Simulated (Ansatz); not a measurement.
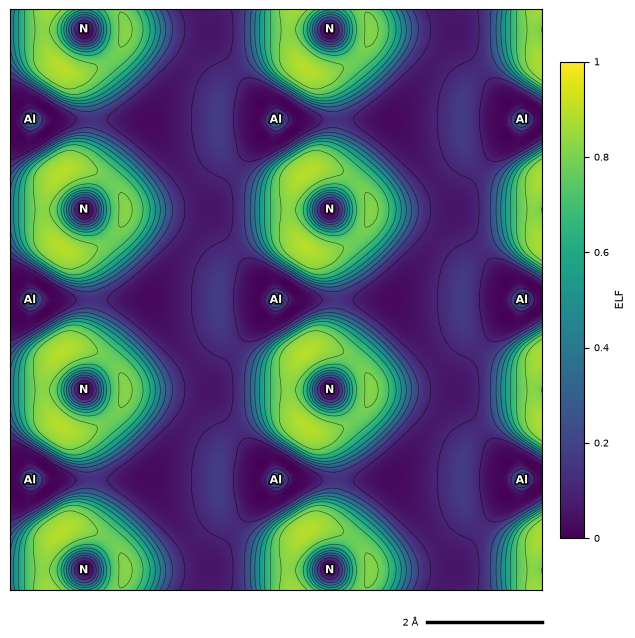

The picture shows: AlN. Electron localisation function on the (100) plane of the conventional cell.

Space group C2; a structure from a database of computed crystals, not necessarily the ambient phase; changed on purpose from its base cell (mode 4 frozen in at -0.095 Å, strain +e along z and -e/2 along x and y +0.0467); not relaxed (largest force 1.9 eV/Å); computed pressure about 2 GPa in this cell; PAW files of the earlier set (soft_1).

These are results of DFT PBEsol, scalar-relativistic, plane waves, PAW in Ansatz 0.2.0, not measurements.

In a PAW calculation such maps are meaningful between the atoms, not at the nuclei.

```
Al N
1.0
     0.00000    0.00000    4.27510
     4.27510    0.00000    0.00000
     0.00000    2.29087   -2.13755
Al N
2 2
Direct
  0.00000 0.01127 0.00000
  0.50000 0.51127 0.00000
  0.00000 0.22830 0.50000
  0.50000 0.72830 0.50000
```

Q: What do the fields say about this system?

A: The plane passes through Al and N nuclei.
Al–N (1.82 Å): the ELF peaks at about 0.90 between the atoms, as expected for a shared but strongly polarised pair.
